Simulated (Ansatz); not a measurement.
**Si$_{5}$Ge$_{3}$: density, localisation and related maps**

Input file:

```
crystal:
  lattice:
    - [0.0, 5.5136325, 5.5136325]
    - [5.5136325, 0.0, 5.5136325]
    - [5.5136325, 5.5136325, 0.0]
  atoms:
    - { symbol: Si, position: [0.375, 0.375, 0.375] }
    - { symbol: Si, position: [0.375, 0.375, 0.875] }
    - { symbol: Si, position: [0.375, 0.875, 0.375] }
    - { symbol: Ge, position: [0.375, 0.875, 0.875] }
    - { symbol: Si, position: [0.875, 0.375, 0.375] }
    - { symbol: Si, position: [0.875, 0.375, 0.875] }
    - { symbol: Si, position: [0.875, 0.875, 0.375] }
    - { symbol: Ge, position: [0.875, 0.875, 0.875] }
    - { symbol: Si, position: [0.25, 0.25, 0.25] }
    - { symbol: Si, position: [0.25, 0.25, 0.75] }
    - { symbol: Ge, position: [0.25, 0.75, 0.25] }
    - { symbol: Si, position: [0.25, 0.75, 0.75] }
    - { symbol: Ge, position: [0.75, 0.25, 0.25] }
    - { symbol: Ge, position: [0.75, 0.25, 0.75] }
    - { symbol: Si, position: [0.75, 0.75, 0.25] }
    - { symbol: Ge, position: [0.75, 0.75, 0.75] }
basis:
  ecutwfc: 420
kpoints:
  mp_grid: { grid: [6, 6, 6] }
hamiltonian:
  xc: pbesol
scf:
  occupations: { method: gaussian, width: 0.02 }
output:
  forces: true
  stress: true
  eigenvalues: true
  write_density: true
  write_potential: true
  elf: true
  volumetric_format: npy
relax:
  adjacent_minimum: "off"
  f_tol: 0.005
  max_steps: 80
  cell: { stress_tol: 0.05 }
```

Command:

```sh
ansatz run input.yaml --threads 4 --pin off --max-ram 10240MiB --backend cpu --events-out ev --progress --plain --runs-dir out
```

Below, planes, directions and counts refer to the conventional cell (a = 11.03 Å, b = 11.03 Å, c = 7.80 Å, α = 90.00°, β = 135.00°, γ = 90.00°).

The fields are those of the relaxed geometry.

Space group C2; a generated structure, not necessarily the stable one.

Computed with DFT PBEsol, scalar-relativistic, plane waves, PAW (Ansatz).

The density is the valence pseudo-density of a PAW calculation; it isn't the true density close to the nuclei.

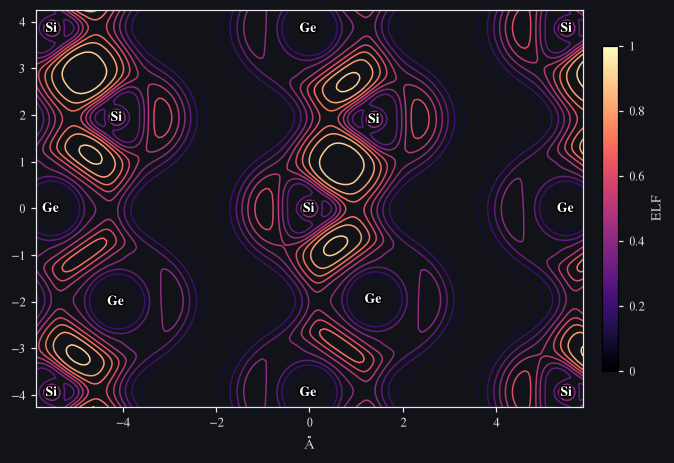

Figure 1. ELF on the (101̄) plane of the conventional cell.

> What do the fields say about this system?

- The section cuts through Si and Ge sites.
- Si–Si (2.36 Å): the ELF peaks at about 0.95 between the atoms, as expected for a covalent bond.
- Si–Ge (2.39 Å): the ELF peaks at about 0.90 between the atoms (a covalent bond).
- Ge–Ge (2.43 Å): the ELF peaks at about 0.75 between the atoms: a covalent bond.

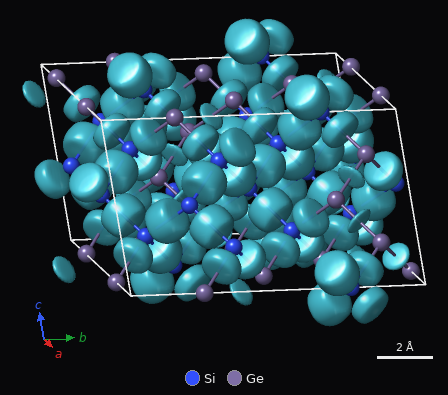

Figure 2. Isosurface of the electron localisation function at 0.7 (cyan), seen slightly off an axis. Only the valence region is drawn (cores and ρ < 0.01 e/Å³ removed). Sticks mark near contacts.

> Describe the localisation domains.

The surface consists of eight regions between bonded Ge–Ge atoms (shared pairs), 32 regions between bonded Ge–Si atoms (shared pairs) and 24 regions between bonded Si–Si atoms (shared pairs), counted in one cell of 32 atoms. Any copies at cell faces, edges or corners count once. Along the contacts the grid gives the following. Si–Si (2.35 Å): the ELF peaks at about 0.95 between the atoms: a covalent bond. Si–Ge (2.38 Å): the ELF peaks at about 0.90 between the atoms; a shared electron pair.

> Metal or insulator at this level of theory?

It is gapped, with a Kohn–Sham gap of 0.34 eV on the k-point mesh (the band edges may lie off the mesh, which would make the gap smaller).
